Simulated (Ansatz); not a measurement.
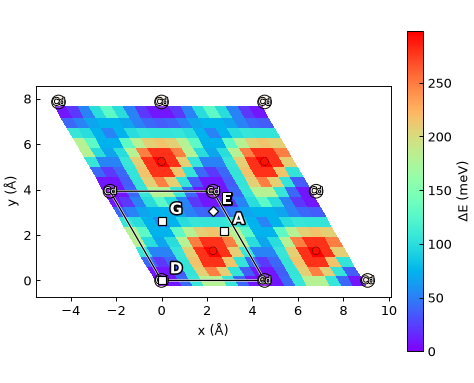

Zn on a CdTe(111) slab cut from the F-43m phase, its upper half relaxed before the scan (4 atoms of substrate and one adsorbate in a 1 × 1 cell). Zn is moved over the surface cell; relaxed at each place: the height of the adsorbate's atoms; substrate rigid; the origin of the map has the adsorbate above Cd4. Places are given modulo a cell vector. The map is drawn in real space over the plane of the surface. Grid: 9 × 9 points; 19 points were computed and 62 follow by symmetry. Energies are in meV, from the lowest grid point. With one adsorbate in each 1 × 1 cell, its nearest image is 4.5 Å away, so neighbouring adsorbates interact. Method: DFT LDA, scalar-relativistic, plane waves, PAW (Ansatz). Settings: cutoff 420 eV, k-mesh 6×6×1, gaussian smearing 0.05 eV, no spin polarisation.

In the figure: one coloured cell a grid point, labelled circles for the atoms of the top layer and small ones for the second layer, the outline of one cell of the 2 × 2 shown, lettered points.

What kind of point is each of A, D, G: minimum, saddle, maximum or slope?

Answer. A: on a slope; D: minimum; G: minimum. (In these two coordinates alone; a stationary point may lie a little off the grid point.)

Rank the lettered points by energy, lowest first.

Answer. D (0 meV), E (35 meV), G (51 meV), A (208 meV).

PAW datasets: the set soft_1.
